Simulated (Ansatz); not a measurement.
WS: single-point calculation

System: WS (Fm-3m, 2 atoms in the cell).
Method: DFT PBEsol, scalar-relativistic, plane waves, PAW, spin-polarised (Ansatz 0.2.0).

The structure was built on a prototype by a generator; it need not be a known phase. It belongs to a series of runs on one base structure; here: large parallel starting moments.

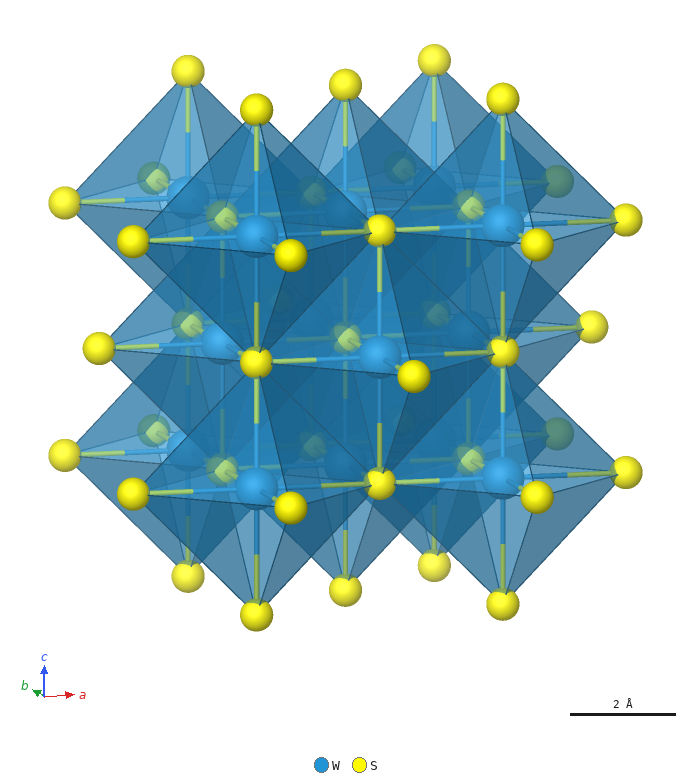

Fig. 1: The input geometry (polyhedral view of the cell 4 times as large as that of the calculation, set on its symmetry axes, seen slightly off an axis; polyhedra are completed across the faces of the cell). An atom can appear more than once, as a periodic image.

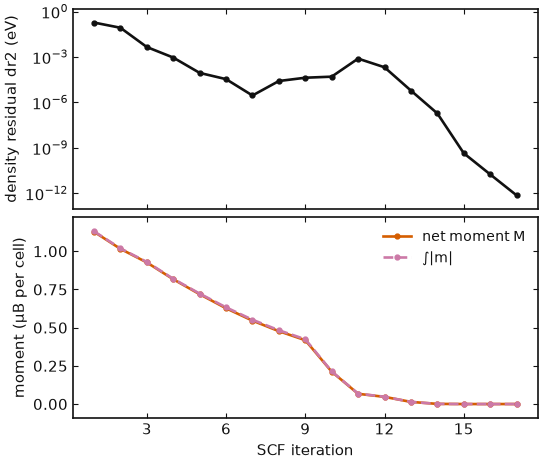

Fig. 2: Convergence of the self-consistent field: density residual dr2 and magnetic moment against the SCF iteration. The residual falls unevenly and jumps up by a factor of two or more 2 times on the way down. The net moment goes from 1.1 to 0.0 μB per cell, and ∫|m| falls to zero.

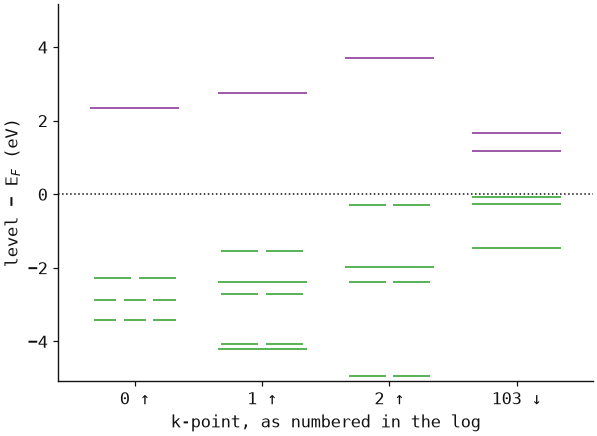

Fig. 3: Kohn–Sham levels near the Fermi level (dotted) at the few k-points that the log prints; levels within 0.02 eV of each other stand side by side. The system is metallic on the full mesh.

These pictures come from the run below.

**The input**
```yaml
crystal:
  lattice:
    - [0.0, 2.4499136187, 2.4499136187]
    - [2.4499136187, 0.0, 2.4499136187]
    - [2.4499136187, 2.4499136187, 0.0]
  atoms:
    - { symbol: W, position: [0.0, 0.0, 0.0], spin: 2.5 }
    - { symbol: S, position: [0.5, 0.5, 0.5] }
basis:
  ecutwfc: 420
kpoints:
  mp_grid: { grid: [14, 14, 14] }
hamiltonian:
  xc: pbesol
scf:
  occupations: { method: gaussian, width: 0.1 }
  lower_state_search: "off"
output:
  forces: true
  stress: true
  eigenvalues: true
  populations: true
magnetization:
  spin_polarized: true
```

Command:
```bash
ansatz run input.yaml --threads 1 --pin off --max-ram 2560MiB --backend cpu --events-out ev --progress --plain --runs-dir out
```

**What the program printed**
```
Engine: ansatz 0.2.0, x86_64-unknown-linux-gnu
Pseudopotentials: kind: paw
Pseudopotential: W, paw, valence charge 14, recommended cutoff 420 eV (normal), W.paw.azcp
Pseudopotential: S, paw, valence charge 6, recommended cutoff 420 eV (normal), S.paw.azcp
Functional definition: PBEsol
  exchange = pbesol_x
  correlation = pbesol_c
Crystal: 2 atoms, lattice volume = 29.409 Å³
Basis set: ecut = 420 eV, 561 PW (Γ), exchange–correlation on 48×48×48 points (8 copies of the dense FFT grid, shifted against one another)
Bands: 16, of which v1, the nominal top of the filled ones, is band 10 counted from 1 (9 counted from 0)
Symmetry: 48 space group operations
Space group: Fm-3m (ITA 225), of the structure as read, at distance tolerance 3.1e-5 Å
Magnetic group: BNS 225.116 (UNI 1618), of the structure as read, at distance tolerance 3.1e-5 Å
k-points: 104 of 2744
Non-local potential: W, projectors of the file, l = 0: 3, l = 1: 2, l = 2: 2, l = 3: 1
Non-local potential: S, projectors of the file, l = 0: 2, l = 1: 2, l = 2: 2
PAW form: soft (Blöchl's): semilocal exchange-correlation on the pseudo side does not see the compensation charge
PAW frozen core: W, regenerated for the run's functional, and the local potential with it (the file was generated under x = pbe(κ = 0.804, μ = 0.2195149727645171), c = pbe(β = 0.06672455060314922))
PAW frozen core: S, regenerated for the run's functional, and the local potential with it (the file was generated under x = pbe(κ = 0.804, μ = 0.2195149727645171), c = pbe(β = 0.06672455060314922))
PAW one-centre angular grid: W, 590 points (default); XC on 64 Gauss nodes
PAW one-centre angular grid: S, 110 points (default); XC on 64 Gauss nodes
Initial density: superposition of atomic densities (chi_scale 0.1, normalization cell)
Starting moments: Σ|m| = 2.5 μB on 1 of 2 sites
Initial wavefunctions: pseudopotential atomic-orbital guess
Functional: x = pbesol(κ = 0.804, μ = 0.12345679012345678), c = pbesol(β = 0.046)
iter 1 solved again at ethr=9.20e-4 eV; its pass at ethr=3.10e-3 eV (dr2=1.84e-1 eV) is discarded
SCF iter   1: F=—  HF=-11139.813909 eV  |F-HF|=—  |Δ(HF+E_count)|=         —  Δρ=7.29e-2 (↑7.29e-2 ↓6.44e-2)  dr2=1.88e-1  dr2_m=1.23e0  M=1.128 μB ∫|m|=1.131 μB  β_m=0.30  ethr=9.20e-4  ⟨swp⟩=1.0  Hψ=23344  notcnv=0
preconditioner: auto → none  [metal: Δε(μ)=0.013 eV  Ē_g=11.166 eV  σ=0.100 eV  W_gap=0.08  n_scr=8 (ndim 8)  ℏωp=23.7 eV  f_vac=0.000  D(μ)=2.06/eV (n_scr^D=14)  sad-step TF]
SCF iter   2: F=—  HF=-11139.955055 eV  |F-HF|=—  |Δ(HF+E_count)|=   1.41e-1  Δρ=5.33e-2 (↑5.33e-2 ↓4.85e-2)  dr2=8.52e-2  dr2_m=6.74e-1  M=1.016 μB ∫|m|=1.019 μB  β_m=0.30  ethr=9.20e-4  ⟨swp⟩=1.5  Hψ=4044  notcnv=0
SCF iter   3: F=—  HF=-11140.036404 eV  |F-HF|=—  |Δ(HF+E_count)|=   8.13e-2  Δρ=3.79e-2 (↑3.63e-2 ↓3.79e-2)  dr2=4.56e-3  dr2_m=3.69e-1  M=0.927 μB ∫|m|=0.930 μB  β_m=0.30  ethr=4.26e-4  ⟨swp⟩=2.4  Hψ=5511  notcnv=0
SCF iter   4: F=—  HF=-11140.091997 eV  |F-HF|=—  |Δ(HF+E_count)|=   5.56e-2  Δρ=2.90e-2 (↑2.90e-2 ↓2.83e-2)  dr2=9.21e-4  dr2_m=2.21e-1  M=0.817 μB ∫|m|=0.820 μB  β_m=0.30  ethr=2.28e-5  ⟨swp⟩=1.7  Hψ=5123  notcnv=0  defer=1
SCF iter   5: F=—  HF=-11140.127430 eV  |F-HF|=—  |Δ(HF+E_count)|=   3.54e-2  Δρ=2.26e-2 (↑2.26e-2 ↓2.24e-2)  dr2=8.94e-5  dr2_m=1.36e-1  M=0.719 μB ∫|m|=0.723 μB  β_m=0.30  ethr=4.60e-6  ⟨swp⟩=1.5  Hψ=4257  notcnv=0  defer=1
SCF iter   6: F=—  HF=-11140.151652 eV  |F-HF|=—  |Δ(HF+E_count)|=   2.42e-2  Δρ=1.81e-2 (↑1.81e-2 ↓1.80e-2)  dr2=3.46e-5  dr2_m=8.78e-2  M=0.627 μB ∫|m|=0.633 μB  β_m=0.30  ethr=4.47e-7  ⟨swp⟩=2.4  Hψ=5520  notcnv=0  defer=1
SCF iter   7: F=—  HF=-11140.169139 eV  |F-HF|=—  |Δ(HF+E_count)|=   1.75e-2  Δρ=1.47e-2 (↑1.47e-2 ↓1.47e-2)  dr2=2.88e-6  dr2_m=5.84e-2  M=0.546 μB ∫|m|=0.552 μB  β_m=0.30  ethr=1.73e-7  ⟨swp⟩=2.5  Hψ=5829  notcnv=0  defer=1
SCF iter   8: F=—  HF=-11140.182172 eV  |F-HF|=—  |Δ(HF+E_count)|=   1.30e-2  Δρ=1.23e-2 (↑1.23e-2 ↓1.21e-2)  dr2=2.60e-5  dr2_m=4.00e-2  M=0.477 μB ∫|m|=0.483 μB  β_m=0.30  ethr=1.44e-8  ⟨swp⟩=3.1  Hψ=6607  notcnv=0  defer=1
Mixer restart at iter 8: flushing history
spin-set hold released at iteration 8 (site moments contracting): the magnetisation degrees of freedom join the quasi-Newton model from the next iteration; the mixer history was flushed
SCF iter   9: F=—  HF=-11140.192012 eV  |F-HF|=—  |Δ(HF+E_count)|=   9.84e-3  Δρ=1.02e-2 (↑1.02e-2 ↓1.00e-2)  dr2=4.29e-5  dr2_m=2.76e-2  M=0.418 μB ∫|m|=0.424 μB  β_m=0.47  ethr=1.44e-8  ⟨swp⟩=3.1  Hψ=6590  notcnv=0  defer=2
SCF iter  10: F=—  HF=-11140.216316 eV  |F-HF|=—  |Δ(HF+E_count)|=   2.43e-2  Δρ=3.67e-3 (↑3.55e-3 ↓3.67e-3)  dr2=5.04e-5  dr2_m=3.49e-3  M=0.212 μB ∫|m|=0.214 μB  β_m=0.82  ethr=1.44e-8  ⟨swp⟩=4.4  Hψ=8602  notcnv=0  defer=2
SCF iter  11: F=—  HF=-11140.222534 eV  |F-HF|=—  |Δ(HF+E_count)|=   6.22e-3  Δρ=1.43e-3 (↑1.43e-3 ↓7.65e-4)  dr2=7.83e-4  dr2_m=2.44e-4  M=0.067 μB ∫|m|=0.068 μB  β_m=0.64  ethr=1.44e-8  ⟨swp⟩=4.0  Hψ=8579  notcnv=0  defer=80
SCF iter  12: F=—  HF=-11140.222675 eV  |F-HF|=—  |Δ(HF+E_count)|=   1.41e-4  Δρ=8.28e-4 (↑5.12e-4 ↓8.28e-4)  dr2=2.10e-4  dr2_m=9.61e-5  M=0.047 μB ∫|m|=0.048 μB  β_m=0.56  ethr=1.44e-8  ⟨swp⟩=4.0  Hψ=7844  notcnv=0  defer=102
SCF iter  13: F=—  HF=-11140.222888 eV  |F-HF|=—  |Δ(HF+E_count)|=   2.13e-4  Δρ=2.27e-4 (↑1.77e-4 ↓2.27e-4)  dr2=6.09e-6  dr2_m=8.24e-6  M=0.014 μB ∫|m|=0.014 μB  β_m=0.73  ethr=1.44e-8  ⟨swp⟩=3.2  Hψ=6963  notcnv=0  defer=121
SCF iter  14: F=—  HF=-11140.222912 eV  |F-HF|=—  |Δ(HF+E_count)|=   2.35e-5  Δρ=2.13e-5 (↑2.13e-5 ↓1.92e-5)  dr2=1.90e-7  dr2_m=4.31e-8  M=0.001 μB ∫|m|=0.001 μB  β_m=0.70  ethr=1.44e-8  ⟨swp⟩=2.3  Hψ=5360  notcnv=0  defer=126
iter 15 did not close the SCF: its close was put off for a magnetic moment that had not settled (scf_convergence_deferred on its scf_iter line)
SCF iter  15: F=-11140.222912 eV  HF=-11140.222912 eV  |F-HF|=3.55e-9  |Δ(HF+E_count)|=   4.94e-8  Δρ=3.96e-6 (↑3.96e-6 ↓3.74e-6)  dr2=4.49e-10  dr2_m=3.70e-9  M=-0.000 μB ∫|m|=0.000 μB  β_m=0.85  ethr=5.00e-10  ⟨swp⟩=7.8  Hψ=15246  notcnv=0
iter 16 did not close the SCF: its close was put off for a magnetic moment that had not settled (scf_convergence_deferred on its scf_iter line)
SCF iter  16: F=-11140.222912 eV  HF=-11140.222912 eV  |F-HF|=1.67e-10  |Δ(HF+E_count)|=   4.86e-9  Δρ=8.59e-7 (↑8.59e-7 ↓7.86e-7)  dr2=1.80e-11  dr2_m=1.76e-10  M=0.000 μB ∫|m|=0.000 μB  β_m=0.92  ethr=2.24e-12  ⟨swp⟩=1.0  Hψ=9594  notcnv=0
SCF iter  17: F=-11140.222912 eV  HF=-11140.222912 eV  |F-HF|=1.82e-12  |Δ(HF+E_count)|=  2.38e-10  Δρ=7.49e-8 (↑6.86e-8 ↓7.49e-8)  dr2=7.45e-13  dr2_m=1.22e-12  M=0.000 μB ∫|m|=0.000 μB  ethr=1.00e-12  ⟨swp⟩=1.0  Hψ=8455  notcnv=0
WARN: the starting moments were not kept: the SCF closed with an absolute magnetisation of 3.0e-6 μB, where they sum to 2.5 μB in size (1 site). That is at most 0.1 of that sum. Measured as dr2_m measures the in/out step, that magnetisation stands 1.8e-12 eV from none, at or under the dr2_threshold of 1.0e-7 eV: it is no larger than a step whose dr2_m would equal this threshold. The system may hold no moment; this SCF shows only that its start led to no more than that. To try another start: raise the starting moments (crystal.atoms[].spin, magnetization.per_species, magnetization.initial_magnetization, or on a non-collinear deck that types none of these the spinor_matrix: blocks that start its atoms; where the total moment is fixed, keep their sum and leave initial_magnetization as it is; typed ones take the place of any that the run laid by itself, positive ones on a crystal's lanthanoids without a Hubbard term where scf.initial_density.shell_occupations: [] is typed) or, if the notice of its spin-set hold's release reads "site moments contracting" or "site moments show no strong build", lengthen the hold (scf.mixing.spin_hold: { on: { confirm: 4 } }; for m-r²SCAN on two components see the key's manual first). Each may lead to a state that holds a moment. A second SCF, from the converged charge density, with the starting moments and any scf.initial_density.shell_occupations laid on it anew, would have followed, and was not run: the deck does not ask for one (magnetization.retry_lost_moments is false, the default). To let it run, set magnetization.retry_lost_moments: true and run the deck again, where that key's refused combinations let it; where memory then withholds it, that run's warning says so.
SCF 1 converged in 17 iterations: F = -11140.222912 eV  dr2 = 7.45e-13
  greatest PAW one-centre occupation: 1.000 electrons in one spin orbital (limit 2), on the W atom at site 0 (counted from 0), in its partial waves of l = 0
SCF converged after 17 iterations
Magnetization: 0.0000 μB (10.0000 up, 10.0000 down)
Absolute magnetization: 0.0000 μB (∫|ρ↑−ρ↓|, with the PAW one-centre terms)
Spin contamination: 0.0000 ħ² per cell (⟨S²⟩ above its minimum at these occupations)
Per-site moments (μB) at R_I (Å): [(1.9307959711060452e-6, 1.01058936771375), (3.570291235547592e-7, 1.01058936771375)]
Free energy (F): -11140.222912 eV
Harris-Foulkes:  -11140.222912 eV  (|F-HF|=1.82e-12)
Internal energy: -11140.210804 eV  (E = F + TS)
E sigma→0 (E₀):  -11140.216858 eV
Entropy (-TS):   -0.012108 eV (-6.054 meV/atom)
Fermi energy:    18.573736 eV
--- Per-component energies (eV) ---
  E_band       = -90.803615
  E_kinetic    = 565.664186
  E_local      = -818.501346  (includes V_loc(G=0)·N_el)
  E_nonlocal   = 33.372448
  E_hartree    = 295.368712
  E_xc         = -362.984855
  E_vxc        = -328.355654  (∫ρ·V_xc dr)
  E_paw        = -9021.415670  (= ΣΔE_a)
  E_vpaw       = -133.720596  (= ΣTr[D̂ρ^β])
  E_aug_tail   = -0.000060  (compensation charges beyond the density's cutoff)
  E_ewald      = -1831.997960
  E_core_change = 0.283741  (= ΣΔE_core)
  E_smearing   = -0.012108  (= −TS)
  E_closure    = 0.000000  (closes the sum)
  Σ components = -11140.222912   (vs F -11140.222912, Δ=0.00e0)
--- Forces (eV/Å), atoms counted from 1 ---
  atom   1  W     -0.00000000    -0.00000000    -0.00000000
  atom   2  S      0.00000000    -0.00000000    -0.00000000
  max |Σ_I F_I| component: 4.21e-30 eV/Å
--- Stress (GPa, compression-positive) ---
       -0.038065      -0.000000       0.000000
       -0.000000      -0.038065      -0.000000
        0.000000       0.000000      -0.038065
  P = ⅓ Tr σ = -0.0381 GPa (-0.381 kbar)
--- Band table (eV; the first three rows and the last of 208) ---
  k-point 0 ↑: bands = ["-56.1013", "-20.3525", "-20.3525", "-20.3525", "1.1552", "15.1602", "15.1602", "15.1602", "15.7101", "15.7101", "15.7101", "16.2898", "16.2898", "20.9288", "26.5683", "31.7847"]
  k-point 1 ↑: bands = ["-56.1009", "-20.3630", "-20.3537", "-20.3537", "1.2441", "14.3566", "14.4920", "14.4920", "15.8694", "15.8694", "16.1796", "17.0278", "17.0278", "21.3179", "26.7905", "31.2010"]
  k-point 2 ↑: bands = ["-56.0998", "-20.3922", "-20.3570", "-20.3570", "1.5036", "13.1430", "13.6228", "13.6228", "16.1735", "16.1735", "16.5900", "18.2694", "18.2694", "22.2755", "27.2475", "30.1389"]
  k-point 103 ↓: bands = ["-56.0911", "-20.4892", "-20.4658", "-20.4293", "3.1828", "11.2738", "11.3403", "11.6303", "17.1216", "18.3114", "18.5019", "19.7460", "20.2282", "25.4905", "27.1622", "27.7121"]
--- Löwdin populations: 2 sites ---
  site symbol       q [e]    m [muB]
     0      W     13.8225     0.0000
     1      S      5.9347     0.0000
  spilling = 0.012142 (of n_electrons = 20.000000)
```

**Key numbers**

| quantity | value |
| --- | --- |
| outcome | converged |
| space group (tolerance 0.01 Å) | Fm-3m (225) |
| electrons treated | 20 |
| free energy | −11140.2229 eV |
| Fermi energy | 18.574 eV |
| gap on the k-point mesh | none (metallic) |
| net moment of the cell | 0.00 μB |
| integrated absolute moment | 0.00 μB |
| pressure | −0.04 GPa |
| largest force (length of the vector) | under 0.001 eV/Å |
| hardware | 1 thread of Intel Xeon @ 2.50GHz (Skylake/Cascade Lake), 192 GiB of memory available, shared host |
| wall time | 14 s |
| peak memory | 0.42 GiB |

**Notes**

Warnings of the run: some starting moments were not kept. Spin–orbit coupling is left out, which matters for W.
